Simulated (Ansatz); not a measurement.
**Ruthenium, hcp under BLYP: ground state and equation of state**

The plan for ruthenium in the hcp structure: relax it, solve it on a dense k-mesh, switch on spin-orbit coupling, then scale the cell to 7 volumes from 88 to 112 % of the relaxed one and try a fit of the equation of state. The k-meshes are 13×13×8 for the relaxation; 21×21×12 for the dense run; 13×13×7 for spin-orbit coupling; 21×21×12 for the volumes. It starts from a deposited cell (COD).

Method: DFT BLYP, plane waves (420 eV) with PAW, scalar-relativistic; PBE-made PAW files, in Ansatz 0.2.0.

**1. The structure to begin with**

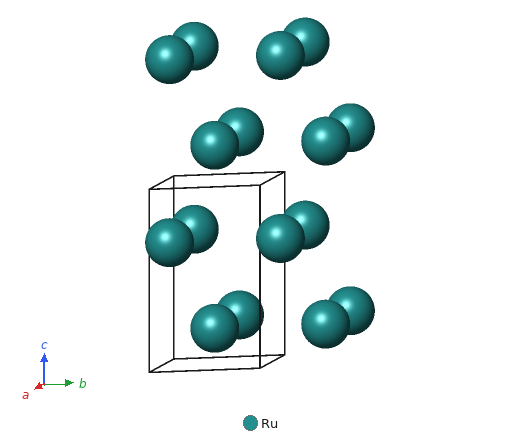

The structure, seen slightly off an axis (ruthenium teal). 2×2×2 cells are drawn. Any atoms on the faces are drawn again on the opposite ones.

As a file:

```
Ru
1.0
     2.70389    0.00000    0.00000
    -1.35194    2.34164    0.00000
     0.00000    0.00000    4.28168
Ru
2
Direct
  0.33333 0.66667 0.25000
  0.66667 0.33333 0.75000
```

**2. Relaxation of the cell**

input.yaml

```yaml
crystal:
  lattice:
    - [2.7038898633, 0.0, 0.0]
    - [-1.3519449316, 2.3416373106, 0.0]
    - [0.0, 0.0, 4.28168]
  atoms:
    - { symbol: Ru, position: [0.3333333333, 0.6666666667, 0.25] }
    - { symbol: Ru, position: [0.6666666667, 0.3333333333, 0.75] }
hamiltonian:
  xc: blyp
  pseudopotentials:
    kind: paw
    azcp:
      Ru: "pseudopotentials/Ru.paw.azcp"
basis:
  ecutwfc: 420
  fft_grid_basis: typed
kpoints:
  mp_grid: { grid: [13, 13, 8], shift: [0, 0, 0] }
magnetization:
  spin_polarized: false
scf:
  occupations: { method: fermi_dirac, width: 0.1 }
relax:
  max_steps: 60
  f_tol: 0.01
  cell: {}
```

What it wrote:

```text
Warning: RAYON_NUM_THREADS=4 ignored (pool sized by the plan → 4); use --threads N
Engine: ansatz 0.2.0, x86_64-unknown-linux-gnu
Pseudopotentials: kind: paw
Pseudopotential: Ru, paw, valence charge 16, recommended cutoff 420 eV (normal), <dir>
Functional definition: BLYP
  parameter beta = 0.0042
  parameter a = 0.04918
  parameter b = 0.132
  parameter c = 0.2533
  parameter d = 0.349
  exchange = b88_x(beta = beta)
  correlation = lyp_c(a = a, b = b, c = c, d = d)
Crystal: 2 atoms, lattice volume = 27.110 Å³
Basis set: ecut = 420 eV, 537 PW (Γ), exchange–correlation on 40×40×60 points (8 copies of the dense FFT grid, shifted against one another)
Bands: 20, of which v1, the nominal top of the filled ones, is band 16 counted from 1 (15 counted from 0)
Symmetry: 24 space group operations
Space group: P63/mmc (ITA 194), of the structure as read, at distance tolerance 3.0e-5 Å
k-points: 105 of 1352
Non-local potential: Ru, projectors of the file, l = 0: 3, l = 1: 2, l = 2: 2, l = 3: 1
PAW form: soft (Blöchl's): semilocal exchange-correlation on the pseudo side does not see the compensation charge
PAW frozen core: Ru, regenerated for the run's functional, and the local potential with it (the file was generated under x = pbe(κ = 0.804, μ = 0.2195149727645171), c = pbe(β = 0.06672455060314922))
PAW one-centre angular grid: Ru, 590 points (default); XC on 64 Gauss nodes
Initial density: superposition of atomic densities (neutral atoms: chi_scale 0, normalization atom), corrected by the library's trained network
Initial wavefunctions: pseudopotential atomic-orbital guess
Functional: x = b88, c = lyp
SCF iter   1: F=—  HF=-11784.821790 eV  |F-HF|=—  |Δ(HF+E_count)|=         —  Δρ=1.69e-2  dr2=6.93e-2  ethr=1.77e-3  ⟨swp⟩=5.0  Hψ=19297  notcnv=0  defer=18
automatic band count: the SCF goes on with 24 bands, as 20 were too few: the levels above may hold too much charge
preconditioner: auto → none  [metal: Δε(μ)=0.023 eV  Ē_g=11.577 eV  σ=0.100 eV  W_gap=0.06  n_scr=8 (ndim 8)  ℏωp=28.5 eV  f_vac=0.000  D(μ)=1.72/eV (n_scr^D=22)  sad-step TF]
SCF iter   2: F=—  HF=-11784.811191 eV  |F-HF|=—  |Δ(HF+E_count)|=   1.06e-2  Δρ=9.58e-3  dr2=2.21e-2  ethr=2.17e-4  ⟨swp⟩=1.0  Hψ=3361  notcnv=0  defer=79
SCF iter   3: F=—  HF=-11784.807246 eV  |F-HF|=—  |Δ(HF+E_count)|=   3.95e-3  Δρ=9.30e-4  dr2=1.03e-4  ethr=6.91e-5  ⟨swp⟩=2.1  Hψ=3470  notcnv=0  defer=79
SCF iter   4: F=—  HF=-11784.807234 eV  |F-HF|=—  |Δ(HF+E_count)|=   1.23e-5  Δρ=1.39e-4  dr2=2.52e-6  ethr=3.23e-7  ⟨swp⟩=2.5  Hψ=3596  notcnv=0  defer=79
SCF iter   5: F=—  HF=-11784.807223 eV  |F-HF|=—  |Δ(HF+E_count)|=   1.06e-5  Δρ=3.95e-5  dr2=1.27e-7  ethr=7.87e-9  ⟨swp⟩=2.0  Hψ=4117  notcnv=0  defer=79
SCF iter   6: F=-11784.807223 eV  HF=-11784.807223 eV  |F-HF|=7.33e-10  |Δ(HF+E_count)|=   1.43e-7  Δρ=7.60e-6  dr2=4.73e-9  ethr=3.13e-10  ⟨swp⟩=4.0  Hψ=7185  notcnv=0
SCF 1 converged in 6 iterations: F = -11784.807223 eV  dr2 = 4.73e-9
relax step   1: F+E_penalty+E_count = -11784.80722334 eV  Δ(F+E_penalty+E_count) = +0.000e0 eV  max|allowed force component| = 3.007e-17 eV/Å  Δτ_max = 0.0000 Å  P = +19.508 GPa  Ω = 27.110 Å³  (6 SCF iters, dr2 threshold 1.00e-7 eV, accepted)
Crystal: 2 atoms, lattice volume = 30.632 Å³
Basis set: ecut = 420 eV, 603 PW (Γ), exchange–correlation on 40×40×60 points (8 copies of the dense FFT grid, shifted against one another)
Bands: 24, of which v1, the nominal top of the filled ones, is band 16 counted from 1 (15 counted from 0)
Initial density: handed on by an earlier stage of this run
Initial wavefunctions: those handed on with the density
iter 1 solved again at ethr=6.42e-5 eV; its pass at ethr=3.10e-3 eV (dr2=2.05e-2 eV) is discarded
SCF iter   1: F=—  HF=-11784.828928 eV  |F-HF|=—  |Δ(HF+E_count)|=         —  Δρ=8.88e-3  dr2=2.06e-2  ethr=6.42e-5  ⟨swp⟩=2.0  Hψ=13573  notcnv=0
preconditioner: auto → none  [metal: Δε(μ)=0.048 eV  Ē_g=10.367 eV  σ=0.100 eV  W_gap=0.12  n_scr=8 (ndim 8)  ℏωp=26.8 eV  f_vac=0.000  D(μ)=2.02/eV (n_scr^D=22)]
SCF iter   2: F=—  HF=-11784.825265 eV  |F-HF|=—  |Δ(HF+E_count)|=   3.66e-3  Δρ=3.87e-3  dr2=2.12e-3  ethr=6.42e-5  ⟨swp⟩=2.5  Hψ=3258  notcnv=0
SCF iter   3: F=—  HF=-11784.825414 eV  |F-HF|=—  |Δ(HF+E_count)|=   1.49e-4  Δρ=9.48e-4  dr2=1.61e-4  ethr=6.64e-6  ⟨swp⟩=1.1  Hψ=2646  notcnv=0
SCF iter   4: F=—  HF=-11784.825428 eV  |F-HF|=—  |Δ(HF+E_count)|=   1.41e-5  Δρ=8.61e-5  dr2=4.73e-7  ethr=5.03e-7  ⟨swp⟩=2.3  Hψ=3352  notcnv=0
iter 5 did not close the SCF: its close was put off for the readings that it lacked (scf_convergence_deferred on its scf_iter line)
SCF iter   5: F=-11784.825429 eV  HF=-11784.825429 eV  |F-HF|=1.40e-8  |Δ(HF+E_count)|=   1.09e-6  Δρ=1.42e-5  dr2=2.77e-8  ethr=1.48e-9  ⟨swp⟩=2.0  Hψ=4224  notcnv=0
SCF iter   6: F=-11784.825429 eV  HF=-11784.825429 eV  |F-HF|=3.82e-11  |Δ(HF+E_count)|=   2.64e-9  Δρ=3.07e-6  dr2=6.34e-10  ethr=8.66e-11  ⟨swp⟩=1.6  Hψ=7459  notcnv=0
SCF 2 converged in 6 iterations: F = -11784.825429 eV  dr2 = 6.34e-10
relax step   2: F+E_penalty+E_count = -11784.82542874 eV  Δ(F+E_penalty+E_count) = -1.821e-2 eV  max|allowed force component| = 2.544e-17 eV/Å  Δτ_max = 0.0000 Å  P = -13.793 GPa  Ω = 30.632 Å³  energy of the carried Pulay correction = -1.006e-3 eV  (6 SCF iters, dr2 threshold 2.00e-7 eV, accepted)
Crystal: 2 atoms, lattice volume = 29.069 Å³
Basis set: ecut = 420 eV, 579 PW (Γ), exchange–correlation on 40×40×60 points (8 copies of the dense FFT grid, shifted against one another)
iter 1 solved again at ethr=1.37e-5 eV; its pass at ethr=3.10e-3 eV (dr2=4.39e-3 eV) is discarded
SCF iter   1: F=—  HF=-11784.907467 eV  |F-HF|=—  |Δ(HF+E_count)|=         —  Δρ=4.13e-3  dr2=4.30e-3  ethr=1.37e-5  ⟨swp⟩=2.0  Hψ=15440  notcnv=0
preconditioner: auto → none  [metal: Δε(μ)=0.039 eV  Ē_g=10.866 eV  σ=0.100 eV  W_gap=0.10  n_scr=8 (ndim 8)  ℏωp=27.5 eV  f_vac=0.000  D(μ)=1.85/eV (n_scr^D=22)]
SCF iter   2: F=—  HF=-11784.906530 eV  |F-HF|=—  |Δ(HF+E_count)|=   9.37e-4  Δρ=1.69e-3  dr2=3.67e-4  ethr=1.35e-5  ⟨swp⟩=2.2  Hψ=3173  notcnv=0
SCF iter   3: F=—  HF=-11784.906529 eV  |F-HF|=—  |Δ(HF+E_count)|=   1.55e-6  Δρ=4.60e-4  dr2=3.18e-5  ethr=1.15e-6  ⟨swp⟩=1.1  Hψ=2617  notcnv=0
SCF iter   4: F=—  HF=-11784.906519 eV  |F-HF|=—  |Δ(HF+E_count)|=   9.14e-6  Δρ=3.66e-5  dr2=8.32e-8  ethr=9.95e-8  ⟨swp⟩=2.4  Hψ=3911  notcnv=0
iter 5 did not close the SCF: its close was put off for the readings that it lacked (scf_convergence_deferred on its scf_iter line)
SCF iter   5: F=-11784.906520 eV  HF=-11784.906520 eV  |F-HF|=7.06e-9  |Δ(HF+E_count)|=   1.70e-7  Δρ=7.34e-6  dr2=9.21e-9  ethr=2.60e-10  ⟨swp⟩=2.0  Hψ=3756  notcnv=0
SCF iter   6: F=-11784.906520 eV  HF=-11784.906520 eV  |F-HF|=5.82e-11  |Δ(HF+E_count)|=   2.61e-9  Δρ=1.24e-6  dr2=1.48e-10  ethr=2.88e-11  ⟨swp⟩=1.4  Hψ=7407  notcnv=0
SCF 3 converged in 6 iterations: F = -11784.906520 eV  dr2 = 1.48e-10
relax step   3: F+E_penalty+E_count = -11784.90651953 eV  Δ(F+E_penalty+E_count) = -8.109e-2 eV  max|allowed force component| = 1.619e-17 eV/Å  Δτ_max = 0.0000 Å  P = -1.894 GPa  Ω = 29.069 Å³  energy of the carried Pulay correction = -5.750e-4 eV  (6 SCF iters, dr2 threshold 2.00e-7 eV, accepted)
Crystal: 2 atoms, lattice volume = 28.832 Å³
iter 1 solved again at ethr=2.94e-7 eV; its pass at ethr=3.10e-3 eV (dr2=9.40e-5 eV) is discarded
SCF iter   1: F=—  HF=-11784.907928 eV  |F-HF|=—  |Δ(HF+E_count)|=         —  Δρ=6.16e-4  dr2=9.04e-5  ethr=2.94e-7  ⟨swp⟩=2.3  Hψ=12624  notcnv=0
preconditioner: auto → none  [metal: Δε(μ)=0.045 eV  Ē_g=10.950 eV  σ=0.100 eV  W_gap=0.11  n_scr=8 (ndim 8)  ℏωp=27.7 eV  f_vac=0.000  D(μ)=1.84/eV (n_scr^D=22)]
SCF iter   2: F=—  HF=-11784.907897 eV  |F-HF|=—  |Δ(HF+E_count)|=   3.10e-5  Δρ=2.68e-4  dr2=8.87e-6  ethr=2.83e-7  ⟨swp⟩=2.3  Hψ=3311  notcnv=0
SCF iter   3: F=—  HF=-11784.907898 eV  |F-HF|=—  |Δ(HF+E_count)|=   2.77e-7  Δρ=6.78e-5  dr2=7.70e-7  ethr=2.77e-8  ⟨swp⟩=1.2  Hψ=2716  notcnv=0
iter 4 did not close the SCF: its close was put off for the readings that it lacked (scf_convergence_deferred on its scf_iter line)
SCF iter   4: F=-11784.907898 eV  HF=-11784.907898 eV  |F-HF|=3.61e-9  |Δ(HF+E_count)|=   6.33e-8  Δρ=6.13e-6  dr2=2.45e-9  ethr=2.41e-9  ⟨swp⟩=2.4  Hψ=3765  notcnv=0
iter 5 did not close the SCF: its close was put off for the readings that it lacked (scf_convergence_deferred on its scf_iter line)
SCF iter   5: F=-11784.907898 eV  HF=-11784.907898 eV  |F-HF|=1.24e-10  |Δ(HF+E_count)|=   3.11e-9  Δρ=1.17e-6  dr2=2.10e-10  ethr=7.67e-12  ⟨swp⟩=2.0  Hψ=3862  notcnv=0
SCF iter   6: F=-11784.907898 eV  HF=-11784.907898 eV  |F-HF|=0.00e0  |Δ(HF+E_count)|=  2.55e-11  Δρ=1.83e-7  dr2=3.17e-12  ethr=1.00e-12  ⟨swp⟩=1.0  Hψ=6920  notcnv=0
SCF 4 converged in 6 iterations: F = -11784.907898 eV  dr2 = 3.17e-12
relax step   4: F+E_penalty+E_count = -11784.90789778 eV  Δ(F+E_penalty+E_count) = -1.378e-3 eV  max|allowed force component| = 2.429e-17 eV/Å  Δτ_max = 0.0000 Å  P = +0.254 GPa  Ω = 28.832 Å³  energy of the carried Pulay correction = -5.075e-4 eV  (6 SCF iters, dr2 threshold 2.00e-7 eV, accepted)
Crystal: 2 atoms, lattice volume = 28.859 Å³
iter 1 solved again at ethr=3.23e-9 eV; its pass at ethr=3.10e-3 eV (dr2=1.03e-6 eV) is discarded
SCF iter   1: F=—  HF=-11784.907925 eV  |F-HF|=—  |Δ(HF+E_count)|=         —  Δρ=7.01e-5  dr2=1.16e-6  ethr=3.23e-9  ⟨swp⟩=2.0  Hψ=11700  notcnv=0
preconditioner: auto → none  [metal: Δε(μ)=0.046 eV  Ē_g=10.941 eV  σ=0.100 eV  W_gap=0.11  n_scr=8 (ndim 8)  ℏωp=27.6 eV  f_vac=0.000  D(μ)=1.84/eV (n_scr^D=22)]
iter 2 did not close the SCF: its close was put off for the readings that it lacked (scf_convergence_deferred on its scf_iter line)
SCF iter   2: F=-11784.907912 eV  HF=-11784.907912 eV  |F-HF|=7.97e-10  |Δ(HF+E_count)|=   1.33e-5  Δρ=3.08e-5  dr2=1.16e-7  ethr=3.23e-9  ⟨swp⟩=2.2  Hψ=3290  notcnv=0
iter 3 did not close the SCF: its close was put off for the readings that it lacked (scf_convergence_deferred on its scf_iter line)
SCF iter   3: F=-11784.907912 eV  HF=-11784.907912 eV  |F-HF|=8.02e-10  |Δ(HF+E_count)|=   4.91e-9  Δρ=7.63e-6  dr2=9.60e-9  ethr=3.62e-10  ⟨swp⟩=1.0  Hψ=2520  notcnv=0
iter 4 did not close the SCF: its close was put off for the readings that it lacked (scf_convergence_deferred on its scf_iter line)
SCF iter   4: F=-11784.907912 eV  HF=-11784.907912 eV  |F-HF|=4.18e-11  |Δ(HF+E_count)|=  8.15e-10  Δρ=6.68e-7  dr2=2.73e-11  ethr=3.00e-11  ⟨swp⟩=2.4  Hψ=4069  notcnv=0
iter 5 did not close the SCF: its close was put off for the readings that it lacked (scf_convergence_deferred on its scf_iter line)
SCF iter   5: F=-11784.907912 eV  HF=-11784.907912 eV  |F-HF|=0.00e0  |Δ(HF+E_count)|=  4.73e-11  Δρ=1.17e-7  dr2=2.16e-12  ethr=1.00e-12  ⟨swp⟩=1.3  Hψ=2571  notcnv=0
SCF iter   6: F=-11784.907912 eV  HF=-11784.907912 eV  |F-HF|=0.00e0  |Δ(HF+E_count)|=    0.00e0  Δρ=1.85e-8  dr2=2.26e-14  ethr=1.00e-12  ⟨swp⟩=1.0  Hψ=5460  notcnv=0
SCF 5 converged in 6 iterations: F = -11784.907912 eV  dr2 = 2.26e-14
relax step   5: F+E_penalty+E_count = -11784.90791180 eV  Δ(F+E_penalty+E_count) = -1.402e-5 eV  max|allowed force component| = 2.082e-17 eV/Å  Δτ_max = 0.0000 Å  P = -0.003 GPa  Ω = 28.859 Å³  energy of the carried Pulay correction = -5.154e-4 eV  (6 SCF iters, dr2 threshold 1.76e-7 eV, accepted)
Initial wavefunctions: pseudopotential atomic-orbital guess (no wavefunctions were taken with the density)
iter 1 solved again at ethr=5.55e-9 eV; its pass at ethr=3.10e-3 eV (dr2=1.78e-6 eV) is discarded
SCF iter   1: F=—  HF=-11784.908472 eV  |F-HF|=—  |Δ(HF+E_count)|=         —  Δρ=2.52e-4  dr2=7.13e-7  ethr=5.55e-9  ⟨swp⟩=3.1  Hψ=17419  notcnv=0
preconditioner: auto → none  [metal: Δε(μ)=0.045 eV  Ē_g=10.941 eV  σ=0.100 eV  W_gap=0.11  n_scr=8 (ndim 8)  ℏωp=27.6 eV  f_vac=0.000  D(μ)=1.84/eV (n_scr^D=22)]
SCF iter   2: F=—  HF=-11784.908527 eV  |F-HF|=—  |Δ(HF+E_count)|=   5.50e-5  Δρ=1.27e-4  dr2=1.77e-7  ethr=2.23e-9  ⟨swp⟩=1.2  Hψ=2720  notcnv=0
SCF iter   3: F=—  HF=-11784.908550 eV  |F-HF|=—  |Δ(HF+E_count)|=   2.30e-5  Δρ=3.78e-6  dr2=2.62e-9  ethr=5.54e-10  ⟨swp⟩=2.0  Hψ=3341  notcnv=0
SCF iter   4: F=—  HF=-11784.908550 eV  |F-HF|=—  |Δ(HF+E_count)|=   2.85e-9  Δρ=8.18e-7  dr2=2.79e-11  ethr=8.18e-12  ⟨swp⟩=2.2  Hψ=3885  notcnv=0
iter 5 did not close the SCF: its close was put off for the readings that it lacked (scf_convergence_deferred on its scf_iter line)
SCF iter   5: F=-11784.908550 eV  HF=-11784.908550 eV  |F-HF|=5.46e-12  |Δ(HF+E_count)|=  2.69e-10  Δρ=1.35e-7  dr2=2.02e-12  ethr=1.00e-12  ⟨swp⟩=2.1  Hψ=3451  notcnv=0
iter 6 did not close the SCF: its close was put off for the readings that it lacked (scf_convergence_deferred on its scf_iter line)
SCF iter   6: F=-11784.908550 eV  HF=-11784.908550 eV  |F-HF|=3.64e-12  |Δ(HF+E_count)|=  7.28e-12  Δρ=1.29e-8  dr2=9.09e-15  ethr=1.00e-12  ⟨swp⟩=1.0  Hψ=2520  notcnv=0
iter 7 did not close the SCF: its close was put off for the readings that it lacked (scf_convergence_deferred on its scf_iter line)
SCF iter   7: F=-11784.908550 eV  HF=-11784.908550 eV  |F-HF|=0.00e0  |Δ(HF+E_count)|=  1.82e-12  Δρ=1.71e-9  dr2=2.29e-16  ethr=1.00e-12  ⟨swp⟩=1.0  Hψ=2520  notcnv=0
iter 8 did not close the SCF: its close was put off for the readings that it lacked (scf_convergence_deferred on its scf_iter line)
SCF iter   8: F=-11784.908550 eV  HF=-11784.908550 eV  |F-HF|=1.82e-12  |Δ(HF+E_count)|=  1.82e-12  Δρ=6.65e-10  dr2=6.27e-17  ethr=1.00e-12  ⟨swp⟩=1.0  Hψ=2520  notcnv=0
SCF iter   9: F=-11784.908550 eV  HF=-11784.908550 eV  |F-HF|=3.64e-12  |Δ(HF+E_count)|=    0.00e0  Δρ=7.76e-11  dr2=9.14e-19  ethr=1.00e-12  ⟨swp⟩=1.7  Hψ=5599  notcnv=0
SCF 6 converged in 9 iterations: F = -11784.908550 eV  dr2 = 9.14e-19
relax step   6: F+E_penalty+E_count = -11784.90855042 eV  Δ(F+E_penalty+E_count) = -6.386e-4 eV  max|allowed force component| = 2.544e-17 eV/Å  Δτ_max = 0.0000 Å  P = +0.034 GPa  Ω = 28.859 Å³  stress off target by 3.42e-2 GPa  SCF on the basis re-selected at this cell (its energy is not comparable with the rows above)  (9 SCF iters)
basis re-selected at this cell: Δ(F+E_penalty+E_count) = -6.386e-4 eV, ΔP = +0.037 GPa vs the last step (what re-selecting the basis moved, of the pressure what is left beyond the Pulay correction that the steps carried, after the strain that the cell walked since its last selection, with what the two solves' SCF thresholds leave and, on support functions, any second-order correction that the steps lacked; it is no measure of the basis error at this ecutwfc). This SCF's stress stands 3.42e-2 GPa from its target on what of the cell is left free (relax.cell.stress_tol is 5.00e-2 GPa) and its largest allowed force component is 2.54e-17 eV/Å (relax.f_tol is 1.00e-2 eV/Å): within both
SCF converged after 9 iterations
Free energy (F): -11784.908550 eV
Harris-Foulkes:  -11784.908550 eV  (|F-HF|=3.64e-12)
Internal energy: -11784.847120 eV  (E = F + TS)
E sigma→0 (E₀):  -11784.877835 eV
Entropy (-TS):   -0.061431 eV (-30.715 meV/atom)
Fermi energy:    22.356567 eV
--- Per-component energies (eV) ---
  E_band       = -137.569053
  E_kinetic    = 1027.125301
  E_local      = -2651.807526  (includes V_loc(G=0)·N_el)
  E_nonlocal   = 686.650556
  E_hartree    = 854.972572
  E_xc         = -373.588155
  E_vxc        = -468.173807  (∫ρ·V_xc dr)
  E_paw        = -6956.170966  (= ΣΔE_a)
  E_vpaw       = -441.308304  (= ΣTr[D̂ρ^β])
  E_aug_tail   = -0.000418  (compensation charges beyond the density's cutoff)
  E_ewald      = -4372.206634
  E_core_change = 0.178150  (= ΣΔE_core)
  E_smearing   = -0.061431  (= −TS)
  E_closure    = 0.000000  (closes the sum)
  Σ components = -11784.908550   (vs F -11784.908550, Δ=0.00e0)
--- Forces (eV/Å), atoms counted from 1 ---
  atom   1  Ru     0.00000000     0.00000000     0.00000000
  atom   2  Ru    -0.00000000    -0.00000000     0.00000000
  max |Σ_I F_I| component: 0.00e0 eV/Å
--- Stress (GPa, compression-positive) ---
        0.034173      -0.000000       0.000000
        0.000000       0.034173       0.000000
        0.000000       0.000000       0.033215
  P = ⅓ Tr σ = 0.0339 GPa (0.339 kbar)
--- Relaxed structure (5 steps of the walk, 5 accepted, 1 SCFs on fresh bases) ---
  F+E_penalty+E_count = -11784.90855042 eV   max|allowed force component| = 2.544e-17 eV/Å   (the final SCF, on the basis selected at the relaxed cell)
  cell:  # Å, volume = 28.8592 Å³
    - [2.768331440612736, -2.955551365644974e-11, 0.0]
    - [-1.384165720280772, 2.397445353680579, 0.0]
    - [0.0, 0.0, 4.348274464047838]
  atoms:
    - { symbol: Ru, position: [0.33333333333333326, 0.6666666666666665, 0.25] }
    - { symbol: Ru, position: [0.6666666666666666, 0.3333333333333333, 0.7500000000000001] }
```

It took 5.4 s on 4 threads of an x86-64 CPU, shared host; peak memory 0.5 GiB.

Relaxation path:

```csv
step,energy change (meV/atom),largest force (eV/Å),pressure (GPa),volume (Å³/atom)
1,0.00,0.0000,19.51,13.555
2,-9.10,0.0000,-13.79,15.316
3,-49.65,0.0000,-1.89,14.535
4,-50.34,0.0000,0.25,14.416
5,-50.34,0.0000,0.00,14.430
6,-50.66,0.0000,0.03,14.430
```

Steps that repeat a cell are solved on a basis chosen anew, so their changes of energy are no gain of the relaxation.

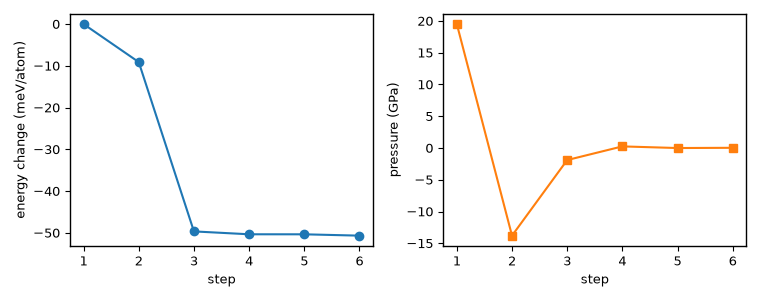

Energy and pressure over the accepted steps.

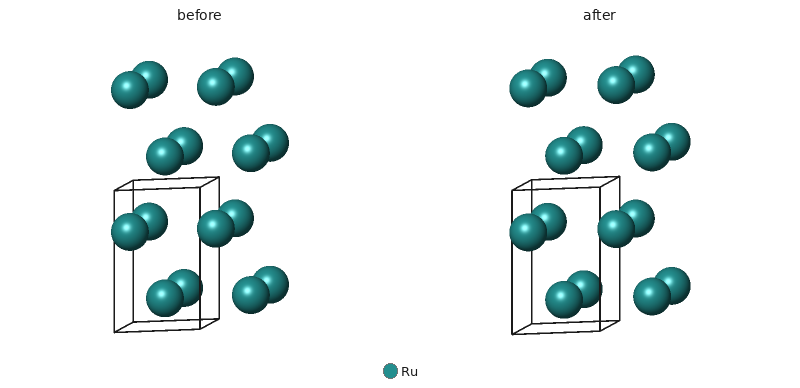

Before and after, at one scale. The cells drawn are those of the first picture.

Changes in the cell that was computed:

|  | before | after | change |
| --- | --- | --- | --- |
| a (Å) | 2.704 | 2.768 | +2.4 % |
| b (Å) | 2.704 | 2.768 | +2.4 % |
| c (Å) | 4.282 | 4.348 | +1.6 % |
| volume (Å³/atom) | 13.555 | 14.430 | +6.5 % |
| shortest distance (Å) | 2.650 | 2.698 | +1.8 % |
| space group (spins left aside) | P6_3/mmc | P6_3/mmc | same |

**3. Single point on a dense mesh**

input.yaml

```yaml
crystal:
  lattice:
    - [2.7683314406, 0.0, 0.0]
    - [-1.3841657203, 2.3974453537, 0.0]
    - [0.0, 0.0, 4.348274464]
  atoms:
    - { symbol: Ru, position: [0.3333333333, 0.6666666667, 0.25] }
    - { symbol: Ru, position: [0.6666666667, 0.3333333333, 0.75] }
hamiltonian:
  xc: blyp
  pseudopotentials:
    kind: paw
    azcp:
      Ru: "pseudopotentials/Ru.paw.azcp"
basis:
  ecutwfc: 420
  fft_grid_basis: typed
kpoints:
  mp_grid: { grid: [21, 21, 12], shift: [0, 0, 0] }
magnetization:
  spin_polarized: false
scf:
  occupations: { method: fermi_dirac, width: 0.1 }
```

What it wrote, cut to the lines that bear on the results:

```text
Warning: RAYON_NUM_THREADS=4 ignored (pool sized by the plan → 4); use --threads N
[...]
[... 3 set-up lines as earlier in the session ...]
[...]
Crystal: 2 atoms, lattice volume = 28.859 Å³
Basis set: ecut = 420 eV, 579 PW (Γ), exchange–correlation on 40×40×60 points (8 copies of the dense FFT grid, shifted against one another)
Bands: 20, of which v1, the nominal top of the filled ones, is band 16 counted from 1 (15 counted from 0)
[... 1 set-up line as earlier in the session ...]
Space group: P63/mmc (ITA 194), of the structure as read, at distance tolerance 3.1e-5 Å
k-points: 336 of 5292
[...]
SCF iter   1: F=—  HF=-11784.923896 eV  |F-HF|=—  |Δ(HF+E_count)|=         —  Δρ=1.61e-2  dr2=7.00e-2  ethr=1.77e-3  ⟨swp⟩=5.0  Hψ=61531  notcnv=0  defer=70
[...]
SCF iter   6: F=-11784.909731 eV  HF=-11784.909731 eV  |F-HF|=8.08e-9  |Δ(HF+E_count)|=   1.46e-7  Δρ=1.18e-5  dr2=1.73e-8  ethr=3.13e-10  ⟨swp⟩=2.0  Hψ=14821  notcnv=0
[...]
SCF converged after 6 iterations
Free energy (F): -11784.909731 eV
[...]
E sigma→0 (E₀):  -11784.879086 eV
Entropy (-TS):   -0.061290 eV (-30.645 meV/atom)
Fermi energy:    22.335923 eV
[...]
```

Wall time 2.7 s (4 threads of an x86-64 CPU, shared host); peak memory 0.56 GiB.

[end of part 1 of 2]
